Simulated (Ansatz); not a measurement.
**Ge$_{7}$Si: geometry relaxation (part 1 of 2)**

The run: geometry relaxation of Ge$_{7}$Si (Pm, 8 atoms in the cell). Method and program: DFT r2SCAN, scalar-relativistic, plane waves, PAW, no spin polarisation (Ansatz 0.2.0).

The structure derives from a Materials Project entry. It belongs to a series of runs on one base structure; here: 1 of 8 Ge sites taken by Si, cell and atoms relaxed. Figures and captions count atoms from 1; the log counts them from 0 in places.

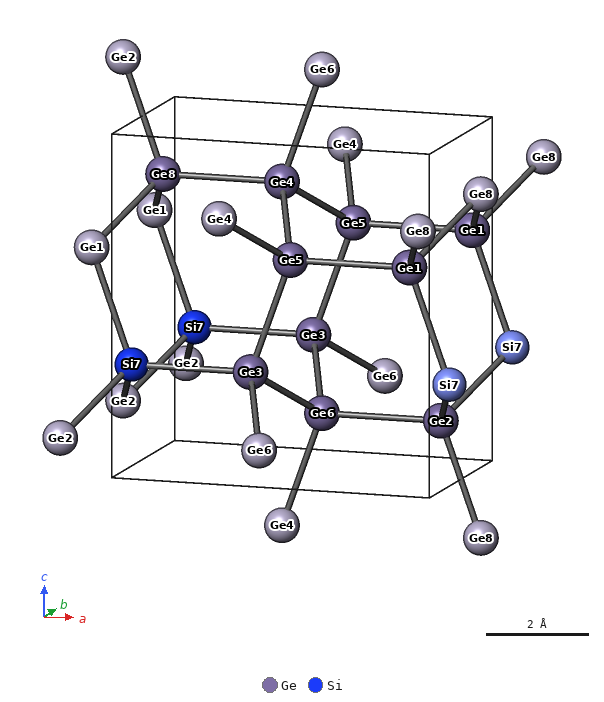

*The starting structure (ball-and-stick view of the cell of the calculation, set on other vectors, seen slightly off an axis; neighbours outside the cell are drawn fainter; atoms are numbered from 1 in the order of the input). An atom can appear more than once, as a periodic image.*

Input file:
```yaml
crystal:
  lattice:
    - [-1.9875954187, -3.4426162501, 0.0]
    - [0.0, 0.0, -6.5702177627]
    - [5.9627862561, -3.44261625, 0.0]
  atoms:
    - { symbol: Ge, position: [0.0, 0.9370063847, 0.6666666667] }
    - { symbol: Ge, position: [0.5, 0.9370063847, 0.1666666667] }
    - { symbol: Ge, position: [0.0, 0.4370063847, 0.3333333333] }
    - { symbol: Ge, position: [0.5, 0.4370063847, 0.8333333333] }
    - { symbol: Ge, position: [0.0, 0.5629936153, 0.6666666667] }
    - { symbol: Ge, position: [0.5, 0.5629936153, 0.1666666667] }
    - { symbol: Si, position: [0.0, 0.0629936153, 0.3333333333] }
    - { symbol: Ge, position: [0.5, 0.0629936153, 0.8333333333] }
basis:
  ecutwfc: 500
kpoints:
  mp_grid: { grid: [10, 6, 6] }
hamiltonian:
  xc: r2scan
scf:
  occupations: { method: gaussian, width: 0.1 }
output:
  forces: true
  stress: true
  eigenvalues: true
relax:
  adjacent_minimum: "off"
  f_tol: 0.015
  max_steps: 60
  cell: { stress_tol: 0.15 }
```

Machine: 1 thread of Intel Xeon (Granite Rapids), 32 GiB of memory available, shared host.

Launched with:
```bash
ansatz run input.yaml --threads 1 --pin off --max-ram 2560MiB --backend cpu --events-out ev --progress --plain --runs-dir out
```

What the program printed:
```
Engine: ansatz 0.2.0, x86_64-unknown-linux-gnu
Pseudopotentials: kind: paw
Pseudopotential: Ge, paw, valence charge 14, recommended cutoff 500 eV (meta_gga), Ge.paw.azcp
Pseudopotential: Si, paw, valence charge 4, recommended cutoff 500 eV (meta_gga), Si.paw.azcp
Functional definition: r2SCAN
  parameter k0 = 0.174
  parameter k1 = 0.065
  parameter a1 = 4.9479
  exchange = r2scan_x(k0 = k0, k1 = k1, a1 = a1)
  correlation = r2scan_c
Crystal: 8 atoms, lattice volume = 179.828 Å³
Basis set: ecut = 500 eV, 4561 PW (Γ), exchange–correlation on 120×192×216 points (64 copies of the dense FFT grid, shifted against one another)
Bands: 62, of which v1, the nominal top of the filled ones, is band 51 counted from 1 (50 counted from 0)
Symmetry: 2 space group operations
Space group: Pm (ITA 6), of the structure as read, at distance tolerance 5.6e-5 Å
k-points: 120 of 360 (time reversal used)
Non-local potential: Ge, projectors of the file, l = 0: 2, l = 1: 2, l = 2: 3, l = 3: 1
Non-local potential: Si, projectors of the file, l = 0: 2, l = 1: 2, l = 2: 2
PAW form: soft (Blöchl's): semilocal exchange-correlation on the pseudo side does not see the compensation charge
PAW frozen core: Ge, regenerated for the run's functional (the file was generated under x = pbe(κ = 0.804, μ = 0.2195149727645171), c = pbe(β = 0.06672455060314922))
PAW frozen core: Si, regenerated for the run's functional (the file was generated under x = pbe(κ = 0.804, μ = 0.2195149727645171), c = pbe(β = 0.06672455060314922))
PAW one-centre angular grid: Ge, 590 points (default); XC on 160 Gauss nodes
PAW one-centre angular grid: Si, 302 points (default); XC on 160 Gauss nodes
Initial density: superposition of atomic densities (neutral atoms: chi_scale 0, normalization atom), corrected by the library's trained network
Initial wavefunctions: pseudopotential atomic-orbital guess
Functional: x = r2scan, c = r2scan; τ floored in thin density (d = 2e-4 eV/Å³)
SCF iter   1: F=—  HF=-30759.179180 eV  |F-HF|=—  |Δ(HF+E_count)|=         —  Δρ=6.39e-3  dr2=3.70e-2  dr2_τ=2.06e-2  ethr=1.77e-3  ⟨swp⟩=6.7  Hψ=27907  notcnv=0  defer=5
preconditioner: auto → Resta (q_TF=auto, 2.482 Å⁻¹)  ε∞=2.5  [insulator: Δε(μ)=0.176 eV  Ē_g=22.722 eV  σ=0.100 eV  W_gap=0.78  n_scr=46 (ndim 8)  ℏωp=28.0 eV  f_vac=0.054  D(μ)=0.04/eV (n_scr^D=0)  ε∞_Penn≈2.5]
SCF iter   2: F=—  HF=-30759.215368 eV  |F-HF|=—  |Δ(HF+E_count)|=   3.62e-2  Δρ=1.72e-3  dr2=3.06e-3  dr2_τ=1.00e-4  ethr=3.63e-5  ⟨swp⟩=2.0  Hψ=15500  notcnv=0  defer=580
SCF iter   3: F=—  HF=-30759.215146 eV  |F-HF|=—  |Δ(HF+E_count)|=   2.22e-4  Δρ=1.21e-3  dr2=1.19e-3  dr2_τ=1.20e-5  ethr=3.00e-6  ⟨swp⟩=2.0  Hψ=11815  notcnv=0  defer=580
SCF iter   4: F=—  HF=-30759.215234 eV  |F-HF|=—  |Δ(HF+E_count)|=   8.79e-5  Δρ=1.16e-4  dr2=2.02e-5  dr2_τ=2.90e-7  ethr=1.17e-6  ⟨swp⟩=2.0  Hψ=8450  notcnv=0  defer=580
SCF iter   5: F=—  HF=-30759.215282 eV  |F-HF|=—  |Δ(HF+E_count)|=   4.78e-5  Δρ=3.07e-5  dr2=1.63e-6  dr2_τ=1.94e-8  ethr=1.98e-8  ⟨swp⟩=2.0  Hψ=12981  notcnv=0  defer=580
SCF iter   6: F=—  HF=-30759.215282 eV  |F-HF|=—  |Δ(HF+E_count)|=   3.21e-7  Δρ=1.11e-5  dr2=2.78e-7  dr2_τ=3.30e-9  ethr=1.60e-9  ⟨swp⟩=2.0  Hψ=12980  notcnv=0  defer=580
SCF iter   7: F=-30759.215282 eV  HF=-30759.215282 eV  |F-HF|=1.24e-8  |Δ(HF+E_count)|=   7.93e-8  Δρ=3.75e-6  dr2=2.92e-8  dr2_τ=3.87e-10  ethr=9.80e-11  ⟨swp⟩=9.4  Hψ=29676  notcnv=0
SCF 1 converged in 7 iterations: F = -30759.215282 eV  dr2 = 2.92e-8
  greatest PAW one-centre occupation: 0.998 electrons in one spin orbital (limit 2), on the Ge atom at site 5 (counted from 0), in its partial waves of l = 2
relax step   1: F+E_penalty+E_count = -30759.21528199 eV  Δ(F+E_penalty+E_count) = +0.000e0 eV  max|allowed force component| = 4.061e-1 eV/Å  Δτ_max = 0.0000 Å  P = -0.175 GPa  Ω = 179.828 Å³  (7 SCF iters, dr2 threshold 1.00e-7 eV, accepted)
Crystal: 8 atoms, lattice volume = 179.439 Å³
Initial density: handed on by an earlier stage of this run
Initial wavefunctions: those handed on with the density
iter 1 solved again at ethr=8.02e-6 eV; its pass at ethr=3.10e-3 eV (dr2=8.18e-3 eV) is discarded
SCF iter   1: F=—  HF=-30759.212592 eV  |F-HF|=—  |Δ(HF+E_count)|=         —  Δρ=2.55e-3  dr2=8.21e-3  dr2_τ=1.90e-2  ethr=8.02e-6  ⟨swp⟩=2.0  Hψ=29461  notcnv=0
preconditioner: auto → Resta (q_TF=auto, 2.483 Å⁻¹)  ε∞=2.5  [insulator: Δε(μ)=0.219 eV  Ē_g=22.564 eV  σ=0.100 eV  W_gap=0.88  n_scr=46 (ndim 8)  ℏωp=28.0 eV  f_vac=0.054  D(μ)=0.03/eV (n_scr^D=0)  ε∞_Penn≈2.5]
SCF iter   2: F=—  HF=-30759.238413 eV  |F-HF|=—  |Δ(HF+E_count)|=   2.58e-2  Δρ=1.50e-3  dr2=1.80e-3  dr2_τ=1.73e-5  ethr=8.02e-6  ⟨swp⟩=2.0  Hψ=9372  notcnv=0
SCF iter   3: F=—  HF=-30759.238710 eV  |F-HF|=—  |Δ(HF+E_count)|=   2.98e-4  Δρ=5.34e-4  dr2=2.82e-4  dr2_τ=1.73e-6  ethr=1.77e-6  ⟨swp⟩=2.3  Hψ=9658  notcnv=0
SCF iter   4: F=—  HF=-30759.238849 eV  |F-HF|=—  |Δ(HF+E_count)|=   1.39e-4  Δρ=9.53e-5  dr2=1.58e-5  dr2_τ=2.96e-7  ethr=2.77e-7  ⟨swp⟩=2.0  Hψ=13394  notcnv=0
SCF iter   5: F=—  HF=-30759.238839 eV  |F-HF|=—  |Δ(HF+E_count)|=   1.05e-5  Δρ=3.72e-5  dr2=2.07e-6  dr2_τ=1.95e-8  ethr=1.55e-8  ⟨swp⟩=2.0  Hψ=13560  notcnv=0
SCF iter   6: F=-30759.238840 eV  HF=-30759.238840 eV  |F-HF|=3.03e-9  |Δ(HF+E_count)|=   1.07e-6  Δρ=8.90e-6  dr2=2.11e-7  dr2_τ=3.29e-9  ethr=7.84e-10  ⟨swp⟩=6.3  Hψ=28412  notcnv=0
SCF 2 converged in 6 iterations: F = -30759.238840 eV  dr2 = 2.11e-7
  greatest PAW one-centre occupation: 0.998 electrons in one spin orbital (limit 2), on the Ge atom at site 7 (counted from 0), in its partial waves of l = 2
relax step   2: F+E_penalty+E_count = -30759.23884003 eV  Δ(F+E_penalty+E_count) = -2.356e-2 eV  max|allowed force component| = 8.013e-2 eV/Å  Δτ_max = 0.0407 Å  P = -0.045 GPa  Ω = 179.439 Å³  energy of the carried Pulay correction = +1.111e-4 eV  (6 SCF iters, dr2 threshold 8.00e-7 eV, accepted)
Crystal: 8 atoms, lattice volume = 179.358 Å³
iter 1 solved again at ethr=4.00e-7 eV; its pass at ethr=3.10e-3 eV (dr2=4.08e-4 eV) is discarded
SCF iter   1: F=—  HF=-30759.238918 eV  |F-HF|=—  |Δ(HF+E_count)|=         —  Δρ=4.56e-4  dr2=3.93e-4  dr2_τ=6.34e-4  ethr=4.00e-7  ⟨swp⟩=2.2  Hψ=28132  notcnv=0
preconditioner: auto → Resta (q_TF=auto, 2.483 Å⁻¹)  ε∞=2.5  [insulator: Δε(μ)=0.220 eV  Ē_g=22.564 eV  σ=0.100 eV  W_gap=0.88  n_scr=46 (ndim 8)  ℏωp=28.0 eV  f_vac=0.054  D(μ)=0.03/eV (n_scr^D=0)  ε∞_Penn≈2.5]
SCF iter   2: F=—  HF=-30759.239779 eV  |F-HF|=—  |Δ(HF+E_count)|=   8.61e-4  Δρ=2.86e-4  dr2=8.47e-5  dr2_τ=5.15e-7  ethr=3.86e-7  ⟨swp⟩=2.0  Hψ=9360  notcnv=0
SCF iter   3: F=—  HF=-30759.239784 eV  |F-HF|=—  |Δ(HF+E_count)|=   5.28e-6  Δρ=7.61e-5  dr2=7.69e-6  dr2_τ=5.30e-8  ethr=8.30e-8  ⟨swp⟩=2.2  Hψ=9463  notcnv=0
SCF iter   4: F=—  HF=-30759.239785 eV  |F-HF|=—  |Δ(HF+E_count)|=   8.33e-7  Δρ=1.97e-5  dr2=7.41e-7  dr2_τ=1.30e-8  ethr=7.54e-9  ⟨swp⟩=2.0  Hψ=13557  notcnv=0
SCF iter   5: F=-30759.239784 eV  HF=-30759.239784 eV  |F-HF|=4.52e-8  |Δ(HF+E_count)|=   4.64e-7  Δρ=7.69e-6  dr2=1.17e-7  dr2_τ=9.26e-10  ethr=3.93e-10  ⟨swp⟩=5.7  Hψ=27255  notcnv=0
SCF 3 converged in 5 iterations: F = -30759.239784 eV  dr2 = 1.17e-7
relax step   3: F+E_penalty+E_count = -30759.23978429 eV  Δ(F+E_penalty+E_count) = -9.443e-4 eV  max|allowed force component| = 1.196e-2 eV/Å  Δτ_max = 0.0070 Å  P = -0.009 GPa  Ω = 179.358 Å³  energy of the carried Pulay correction = +1.343e-4 eV  (5 SCF iters, dr2 threshold 4.01e-7 eV, accepted)
Initial wavefunctions: pseudopotential atomic-orbital guess (no wavefunctions were taken with the density)
iter 1 solved again at ethr=2.96e-7 eV; its pass at ethr=3.10e-3 eV (dr2=3.02e-4 eV) is discarded
SCF iter   1: F=—  HF=-30759.239608 eV  |F-HF|=—  |Δ(HF+E_count)|=         —  Δρ=8.63e-6  dr2=1.32e-7  dr2_τ=8.83e-9  ethr=2.96e-7  ⟨swp⟩=2.3  Hψ=43104  notcnv=0
eigensolver tolerance schedule: the retry pair's looser diagonalisation over-reported the residual by 2294.23 of it (diagonalisation noise at 0.28 of the residual, at the tolerance the schedule requests for it); recorded, not acted on — ethr = c·dr2/N_el stays at c = 1.0e-1
preconditioner: auto → Resta (q_TF=auto, 2.483 Å⁻¹)  ε∞=2.5  [insulator: Δε(μ)=0.221 eV  Ē_g=22.566 eV  σ=0.100 eV  W_gap=0.88  n_scr=46 (ndim 8)  ℏωp=28.0 eV  f_vac=0.054  D(μ)=0.03/eV (n_scr^D=0)  ε∞_Penn≈2.5]
SCF iter   2: F=—  HF=-30759.239651 eV  |F-HF|=—  |Δ(HF+E_count)|=   4.27e-5  Δρ=4.76e-6  dr2=5.03e-8  dr2_τ=5.70e-10  ethr=1.29e-10  ⟨swp⟩=3.0  Hψ=14320  notcnv=0
SCF iter   3: F=—  HF=-30759.239651 eV  |F-HF|=—  |Δ(HF+E_count)|=   3.03e-8  Δρ=2.50e-6  dr2=1.36e-8  dr2_τ=3.24e-10  ethr=4.94e-11  ⟨swp⟩=2.0  Hψ=13561  notcnv=0
SCF iter   4: F=—  HF=-30759.239651 eV  |F-HF|=—  |Δ(HF+E_count)|=   4.82e-9  Δρ=8.49e-7  dr2=1.86e-9  dr2_τ=4.43e-11  ethr=1.34e-11  ⟨swp⟩=2.0  Hψ=13557  notcnv=0
SCF iter   5: F=-30759.239651 eV  HF=-30759.239651 eV  |F-HF|=7.64e-11  |Δ(HF+E_count)|=  7.28e-12  Δρ=2.93e-7  dr2=1.01e-10  dr2_τ=2.27e-12  ethr=1.00e-12  ⟨swp⟩=5.3  Hψ=24958  notcnv=0
SCF 4 converged in 5 iterations: F = -30759.239651 eV  dr2 = 1.01e-10
relax step   4: F+E_penalty+E_count = -30759.23965113 eV  Δ(F+E_penalty+E_count) = +1.332e-4 eV  max|allowed force component| = 1.201e-2 eV/Å  Δτ_max = 0.0000 Å  P = -0.009 GPa  Ω = 179.358 Å³  stress off target by 2.20e-2 GPa  SCF on the basis re-selected at this cell (its energy is not comparable with the rows above)  (5 SCF iters)
```

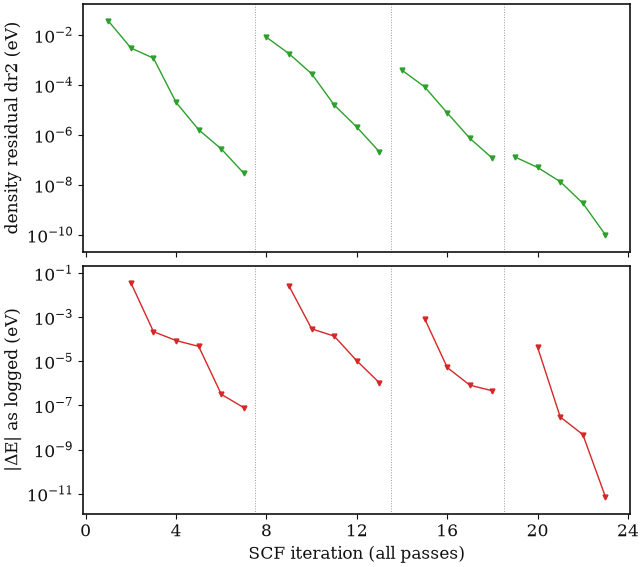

*Convergence of the self-consistent field: density residual dr2 and size of the energy change against the SCF iteration. The dotted lines part the SCF passes of the relaxation: geometry steps, rejected trials and re-solves on a re-selected basis.*

The passes take 7, 6, 5 and 5 iterations.

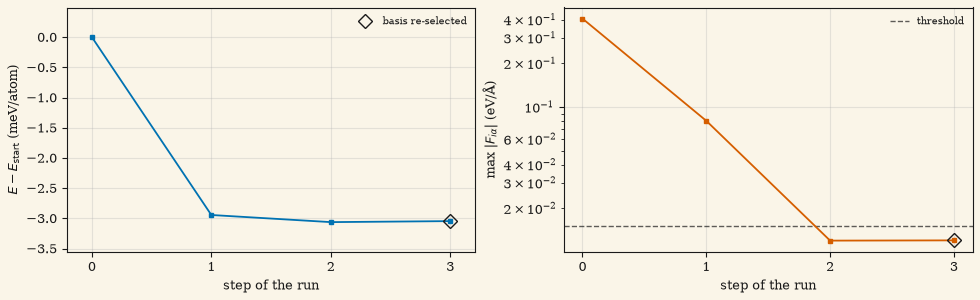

*Progress of the relaxation, step by step (the first geometry is step 0 here and step 1 in the log).*

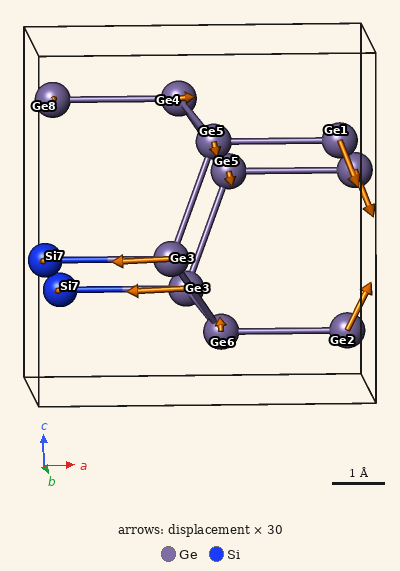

*The starting structure with the displacements as orange arrows, magnified 30 times (ball-and-stick view of the cell of the calculation, set on other vectors, seen at an oblique angle).*

Ge3 moves most relative to the cell: 0.039 Å. Largest moves by element: Ge 0.039 Å, Si 0.004 Å. Cell: a 6.570 → 6.565 Å (−0.1 %), b 3.975 → 3.972 Å (−0.1 %), c 6.885 → 6.879 Å (−0.1 %). Volume −0.3 %. Among the contacts that change: Ge3–Si7 2.457 → 2.420 Å, Ge1–Si7 2.440 → 2.404 Å, Ge2–Si7 2.440 → 2.415 Å, Ge2–Ge8 2.440 → 2.462 Å. The space group stays Pm (No. 6). Over 2 geometry steps the energy falls by 3.1 meV per atom. The largest force component goes from 0.41 to 0.012 eV/Å. The pressure goes from −0.18 to −0.01 GPa. A last SCF at the same geometry on a re-selected plane-wave basis shifts the energy by +0.0 meV per atom. (Atoms are counted from 1 in the order of the input.)
